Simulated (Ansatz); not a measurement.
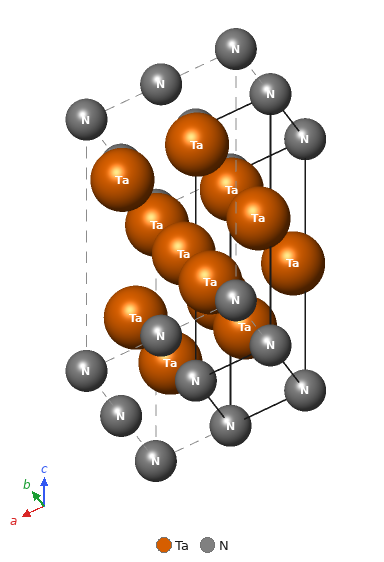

We look at a spheres-only model of the crystal from a general direction. A 2×2×1 array of cells is drawn; the unit cell has the solid edges. Cell: a = 3.001 Å, b = 3.001 Å, c = 7.450 Å, α = 90.00°, β = 90.00°, γ = 120.00°.

In words:

- It has the composition Ta$_{3}$N.
- The structure is triclinic, space group P1.
- One cell contains 3 Ta, 1 N, 4 atoms in all.

Its origin is a structure listed in the Materials Project. The cell was then strained or its atoms displaced on purpose. It was run through Ansatz as a DFT input.

At this level of theory the run's own cell isn't at rest (compressed, at 7 GPa and forces up to 4.4 eV/Å), so its distances can differ from those at equilibrium, the more so the softer the solid.
